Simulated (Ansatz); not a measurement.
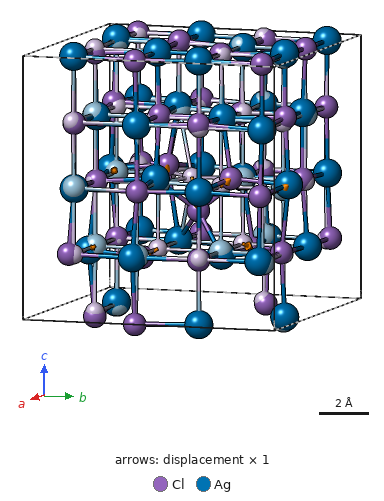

A relaxation of a defect cell of composition Cl33Ag32 (cell charge +1). The starting structure is drawn faded, the final one solid; orange arrows show the displacements, at their true length.

Style: ball-and-stick. Shown: the cell of the calculation (origin shifted), slightly off an axis.

The atoms of the start lie slightly off their symmetric places, so part of the fall in energy undoes that.

Level of theory: Ansatz, DFT, PBEsol, PAW, plane waves. Settings: plane-wave cutoff 420 eV; k-point mesh 1 × 1 × 1; mesh shifted by (0.25, 0.25, 0.25); collinear spin; atoms relaxed in a fixed cell; force threshold 0.03 eV/Å; at most 80 steps.

Atoms of which element are displaced furthest, and by how much?

Chlorine: up to 1.52 Å, against 0.45 Å for silver.

What did the optimiser do to the structure, and how much energy did it gain?

The energy falls by 3.759 eV per cell of the calculation in 14 geometry steps. Largest force component: 4.3 eV/Å at the start, 0.024 eV/Å at the end. The largest move is that of a Cl atom, 1.52 Å along [1 1 −2]. Largest moves by element: Cl 1.52 Å, Ag 0.45 Å. The lattice vectors keep their values. Near-neighbour distances that change, for instance: Ag–Cl 2.928 → 4.593 Å, Ag–Cl 3.878 → 2.464 Å, Cl–Cl 2.269 → 3.062 Å, Cl–Cl 2.692 → 3.415 Å. New bonds form, among them: Ag–Cl (3.88 → 2.46 Å). Bonds break, among them: Ag–Cl (2.93 → 4.59 Å). Bond angles that change, for instance: Cl–Ag–Cl 157.2° → 119.4°, Cl–Ag–Cl 157.6° → 121.3°, Cl–Ag–Cl 157.7° → 125.0°. The program noted that the starting moments weren't kept.

Limits of the set-up: the cell is charged, on a uniform background, and energies carry no finite-size correction.
